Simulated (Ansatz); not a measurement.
This input was run:

```
crystal:
  lattice:
    - [0.0, 3.2297205588, 3.2297205588]
    - [3.2297205588, 0.0, 3.2297205588]
    - [3.2297205588, 3.2297205588, 0.0]
  atoms:
    - { symbol: Na, position: [0.0, 0.0, 0.0] }
    - { symbol: I, position: [0.5, 0.5, 0.5] }
kpoints:
  mp_grid: { grid: [8, 8, 8] }
  band_path:
    path:
      - [0.0, 0.0, 0.0]
      - [0.5, 0.0, 0.5]
      - [0.625, 0.25, 0.625]
      - [0.375, 0.375, 0.75]
      - [0.5, 0.5, 0.5]
      - [0.5, 0.25, 0.75]
    npoints: 1
hamiltonian:
  xc: r2scan
scf:
  occupations: { method: fixed }
  n_extra_bands: 4
output:
  forces: true
  stress: true
  eigenvalues: true
```

Launched with:
```bash
ansatz run input.yaml --threads 2 --pin off --max-ram 2211MiB --backend cpu --events-out ev --progress --plain --runs-dir out
```

What will the density of states look like?

There is a gap; over the k points computed it is 4.45 eV (direct among those points). The upper group of valence states starts about 2.2 eV under the valence-band top, with a gap beneath it; it holds about 6 electrons a cell. Within the window shown, the tallest peak of the filled states lies 0.5 eV under the valence-band top, at about 4.8 states per eV and cell.

Spin-orbit coupling is left out, which matters for I.

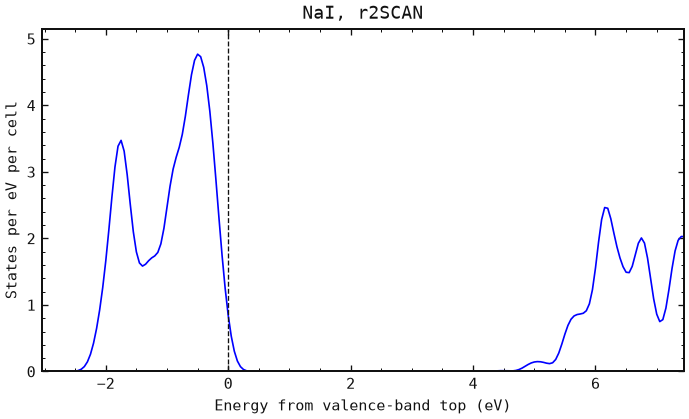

Density of states. Energies are counted from the top of the valence band. The curve is built from the levels of the k mesh with Gaussians 0.3 eV wide, which also blur the band edges.
